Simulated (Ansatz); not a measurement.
# Al: a changed input and its effect

System: Al (1 atom in the cell).
Method of run 1: DFT PBE, spin-orbit coupling, plane waves, PAW (Ansatz 0.2.0).

Text and figures count atoms from 1; the logs count them from 0 in places.

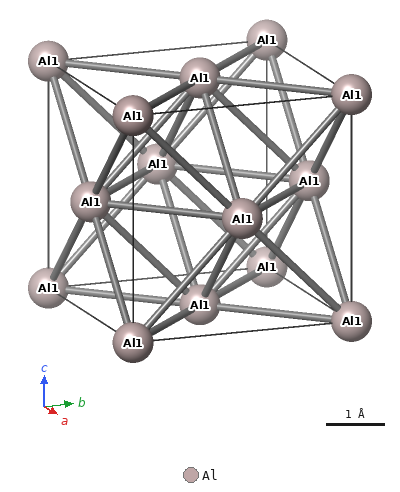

**Figure 1.** The input geometry (ball-and-stick view of the cell 4 times as large as that of the calculation, set on its symmetry axes, seen slightly off an axis; atoms are numbered from 1 in the order of the input). Near neighbours in the crystal (not all of them lie inside the picture): Al has 12 Al at 2.86 Å.

## Input, run 1
```yaml
crystal:
  lattice:
    - [0.0, 2.022296392, 2.022296392]
    - [2.022296392, 0.0, 2.022296392]
    - [2.022296392, 2.022296392, 0.0]
  atoms:
    - { symbol: Al, position: [0.0, 0.0, 0.0] }
basis:
  ecutwfc: 600
  ecutrho_ratio: 5
kpoints:
  mp_grid: { grid: [18, 18, 18] }
hamiltonian:
  xc: pbe
scf:
  occupations: { method: gaussian, width: 0.05 }
output:
  forces: true
  stress: true
  eigenvalues: true
  populations: true
magnetization:
  noncollinear: true
  spin_orbit: true
```

Hardware: 8 threads of an x86-64 CPU, shared host.

## Output, shortened to warnings, some set-up lines, iterations and results (run 1)
```
Basis set: ecut = 600 eV, 537 PW (Γ), exchange–correlation on 54×54×54 points (8 copies of the dense FFT grid, shifted against one another)
Symmetry: 48 space group operations + 48 with time reversal
k-points: 195 of 5832
Initial density: superposition of atomic densities (chi_scale 0.1, normalization cell)
[...]
SCF iter   1: F=—  HF=-537.533911 eV  |F-HF|=—  |Δ(HF+E_count)|=         —  Δρ=2.28e-2  dr2=9.14e-2  dr2_m=0.00e0 (ungated)  ethr=3.10e-3  |M|=0.00e0 ∫|m|=0.00e0 μB  …
SCF iter   2: F=—  HF=-537.520258 eV  |F-HF|=—  |Δ(HF+E_count)|=   1.37e-2  Δρ=1.58e-2  dr2=4.37e-2  dr2_m=0.00e0 (ungated)  ethr=3.05e-3  |M|=0.00e0 ∫|m|=0.00e0 μB  …
SCF iter   3: F=—  HF=-537.501568 eV  |F-HF|=—  |Δ(HF+E_count)|=   1.87e-2  Δρ=2.87e-4  dr2=1.47e-5  dr2_m=0.00e0 (ungated)  ethr=1.46e-3  |M|=0.00e0 ∫|m|=0.00e0 μB  …
SCF iter   4: F=—  HF=-537.501559 eV  |F-HF|=—  |Δ(HF+E_count)|=   8.81e-6  Δρ=3.92e-5  dr2=1.45e-7  dr2_m=0.00e0 (ungated)  ethr=4.89e-7  |M|=0.00e0 ∫|m|=0.00e0 μB  …
SCF iter   5: F=-537.501559 eV  HF=-537.501559 eV  |F-HF|=1.15e-10  |Δ(HF+E_count)|=   3.62e-7  Δρ=3.01e-6  dr2=7.83e-10  dr2_m=0.00e0 (ungated)  ethr=3.33e-9  |M|=0.00e0 …
SCF 1 converged in 5 iterations: F = -537.501559 eV  dr2 = 7.83e-10
SCF converged after 5 iterations
Magnetization: |M| = 0.0000 μB,  M = (+0.0000, +0.0000, +0.0000) μB
Absolute magnetization: 0.0000 μB (∫|m|)
  site 0: m = (+0.0000, +0.0000, +0.0000) μB, |m| = 0.0000 μB  (R = 1.18 Å)
Free energy (F): -537.501559 eV
Harris-Foulkes:  -537.501559 eV  (|F-HF|=1.15e-10)
Internal energy: -537.500468 eV  (E = F + TS)
E sigma→0 (E₀):  -537.501013 eV
Entropy (-TS):   -0.001091 eV (-1.091 meV/atom)
Fermi energy:    7.905651 eV
--- Per-component energies (eV) ---
  E_band       = 10.514886
  E_kinetic    = 22.728787
  E_local      = 9.854749  (includes V_loc(G=0)·N_el)
  E_nonlocal   = 10.317664
  E_hartree    = 0.103495
  E_xc         = -39.712598
  E_vxc        = -28.934750  (∫ρ·V_xc dr)
  E_paw        = -467.338507  (= ΣΔE_a)
  E_vpaw       = -3.658537  (= ΣTr[D̂ρ^β])
  E_aug_tail   = -0.000000  (compensation charges beyond the density's cutoff)
  E_ewald      = -73.454057
  E_smearing   = -0.001091  (= −TS)
  E_closure    = 0.000000  (closes the sum)
  Σ components = -537.501559   (vs F -537.501559, Δ=0.00e0)
--- Forces (eV/Å), atoms counted from 1 ---
  atom   1  Al     0.00000000     0.00000000    -0.00000000
  max |Σ_I F_I| component: 1.31e-31 eV/Å
--- Stress (GPa, compression-positive) ---
       -0.150113      -0.000000      -0.000000
       -0.000000      -0.150113      -0.000000
        0.000000      -0.000000      -0.150113
  P = ⅓ Tr σ = -0.1501 GPa (-1.501 kbar)
--- Löwdin populations: 1 site ---
  site symbol       q [e]
     0     Al      2.9561
  spilling = 0.014639 (of n_electrons = 3.000000)
```

For run 2 the input was changed thus:
```diff
-    - [0.0, 2.022296392, 2.022296392]
-    - [2.022296392, 0.0, 2.022296392]
-    - [2.022296392, 2.022296392, 0.0]
+    - [0.0, 2.0209177581, 2.0209177581]
+    - [2.0209177581, 0.0, 2.0209177581]
+    - [2.0209177581, 2.0209177581, 0.0]
```

How does run 2 compare with run 1?

With the same functional and potentials, run 2 lies 0.02 meV per atom lower. The pressure goes from −0.15 to 0.00 GPa. The volume per atom goes from 16.54 to 16.51 Å³. The number of SCF iterations is the same.

## Output, shortened to warnings, some set-up lines, iterations and results (run 2)
```
Basis set: ecut = 600 eV, 537 PW (Γ), exchange–correlation on 54×54×54 points (8 copies of the dense FFT grid, shifted against one another)
Symmetry: 48 space group operations + 48 with time reversal
k-points: 195 of 5832
Initial density: superposition of atomic densities (chi_scale 0.1, normalization cell)
[...]
SCF iter   1: F=—  HF=-537.534074 eV  |F-HF|=—  |Δ(HF+E_count)|=         —  Δρ=2.28e-2  dr2=9.16e-2  dr2_m=0.00e0 (ungated)  ethr=3.10e-3  |M|=0.00e0 ∫|m|=0.00e0 μB  …
SCF iter   2: F=—  HF=-537.520374 eV  |F-HF|=—  |Δ(HF+E_count)|=   1.37e-2  Δρ=1.58e-2  dr2=4.37e-2  dr2_m=0.00e0 (ungated)  ethr=3.05e-3  |M|=0.00e0 ∫|m|=0.00e0 μB  …
SCF iter   3: F=—  HF=-537.501583 eV  |F-HF|=—  |Δ(HF+E_count)|=   1.88e-2  Δρ=2.82e-4  dr2=1.39e-5  dr2_m=0.00e0 (ungated)  ethr=1.46e-3  |M|=0.00e0 ∫|m|=0.00e0 μB  …
SCF iter   4: F=—  HF=-537.501575 eV  |F-HF|=—  |Δ(HF+E_count)|=   8.49e-6  Δρ=4.03e-5  dr2=1.50e-7  dr2_m=0.00e0 (ungated)  ethr=4.63e-7  |M|=0.00e0 ∫|m|=0.00e0 μB  …
SCF iter   5: F=-537.501574 eV  HF=-537.501574 eV  |F-HF|=1.49e-10  |Δ(HF+E_count)|=   3.94e-7  Δρ=3.03e-6  dr2=7.77e-10  dr2_m=0.00e0 (ungated)  ethr=3.33e-9  |M|=0.00e0 …
SCF 1 converged in 5 iterations: F = -537.501574 eV  dr2 = 7.77e-10
SCF converged after 5 iterations
Magnetization: |M| = 0.0000 μB,  M = (+0.0000, +0.0000, +0.0000) μB
Absolute magnetization: 0.0000 μB (∫|m|)
  site 0: m = (+0.0000, +0.0000, +0.0000) μB, |m| = 0.0000 μB  (R = 1.18 Å)
Free energy (F): -537.501574 eV
Harris-Foulkes:  -537.501574 eV  (|F-HF|=1.49e-10)
Internal energy: -537.500471 eV  (E = F + TS)
E sigma→0 (E₀):  -537.501023 eV
Entropy (-TS):   -0.001104 eV (-1.104 meV/atom)
Fermi energy:    7.927056 eV
--- Per-component energies (eV) ---
  E_band       = 10.561769
  E_kinetic    = 22.760259
  E_local      = 9.887126  (includes V_loc(G=0)·N_el)
  E_nonlocal   = 10.320346
  E_hartree    = 0.103884
  E_xc         = -39.725959
  E_vxc        = -28.952280  (∫ρ·V_xc dr)
  E_paw        = -467.341961  (= ΣΔE_a)
  E_vpaw       = -3.661434  (= ΣTr[D̂ρ^β])
  E_aug_tail   = -0.000000  (compensation charges beyond the density's cutoff)
  E_ewald      = -73.504166
  E_smearing   = -0.001104  (= −TS)
  E_closure    = -0.000000  (closes the sum)
  Σ components = -537.501574   (vs F -537.501574, Δ=0.00e0)
--- Forces (eV/Å), atoms counted from 1 ---
  atom   1  Al    -0.00000000     0.00000000    -0.00000000
  max |Σ_I F_I| component: 1.03e-31 eV/Å
--- Stress (GPa, compression-positive) ---
        0.000275      -0.000000      -0.000000
        0.000000       0.000275       0.000000
        0.000000       0.000000       0.000275
  P = ⅓ Tr σ = 0.0003 GPa (0.003 kbar)
--- Löwdin populations: 1 site ---
  site symbol       q [e]
     0     Al      2.9560
  spilling = 0.014651 (of n_electrons = 3.000000)
```

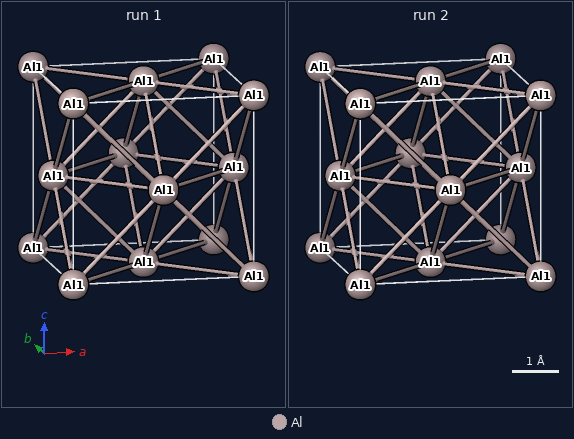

**Figure 2.** The two input geometries at one scale (ball-and-stick view of the cell 4 times as large as that of the calculation, set on its symmetry axes, seen slightly off an axis). No atom moves by more than 0.005 Å relative to the cell. The volume changes by −0.2 %, with a = b = c 4.045 → 4.042 Å (−0.1 %).

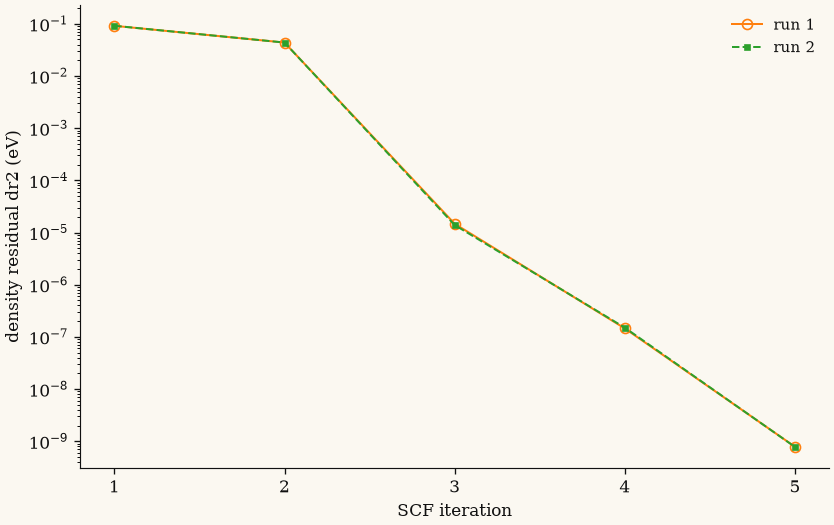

**Figure 3.** Convergence of the two runs: density residual dr2 against the SCF iteration. Run 1 takes 5 iterations in all, and run 2 takes 5.

## The two runs side by side

| quantity | run 1 | run 2 |
| --- | --- | --- |
| outcome | converged | converged |
| free energy per atom (eV) | −537.5016 | −537.5016 |
| energy per atom, smearing taken to zero (eV) | −537.5010 | −537.5010 |
| gap on the mesh (eV) | 0.00 | 0.00 |
| net moment of the cell (μB) | 0.00 | 0.00 |
| absolute moment of the cell (μB) | 0.00 | 0.00 |
| pressure (GPa) | −0.15 | 0.00 |
| volume per atom (Å³) | 16.54 | 16.51 |
| largest force (eV/Å) | 0.000 | 0.000 |
| SCF iterations | 5 | 5 |
| irreducible k-points | 195 | 195 |
| plane waves at Γ | 537 | 537 |
| wall time (shared host) | 1.1 s | 1.2 s |
